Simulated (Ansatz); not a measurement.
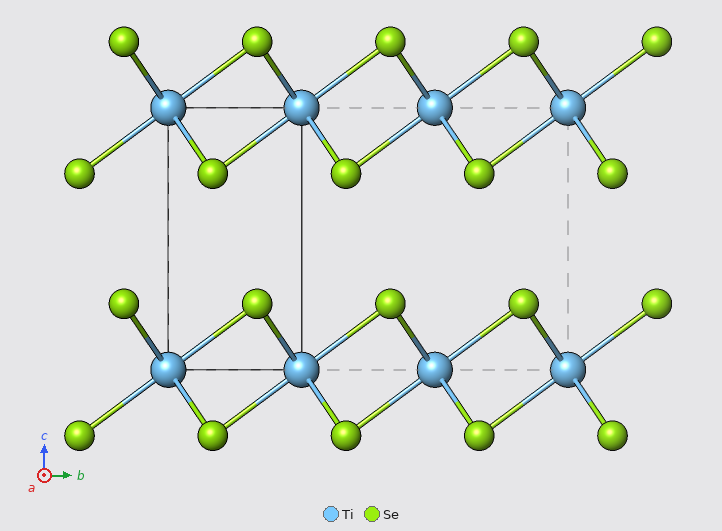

A ball-and-stick rendering, viewed along the a axis. The picture spans 3×3×1 cells, one conventional unit cell being drawn with solid lines. Some atoms of the next cells are drawn as well.

Size of the cell: a = 3.543 Å, b = 3.543 Å, c = 6.034 Å, α = 90.00°, β = 90.00°, γ = 120.00°.

The composition is TiSe$_{2}$.

How many neighbours does Ti have, and of what kind?

Six Se in an octahedral arrangement at about 2.5 Å.

What surrounds each Se atom?

Three Ti in a trigonal pyramidal arrangement at about 2.5 Å.

Describe the bonded network.

The bonds build TiSe2 layers parallel to (001).

Provenance: a structure type known for this compound. It was relaxed at fixed volume with DFT r2SCAN, scalar-relativistic, plane waves, PAW in Ansatz 0.2.0.
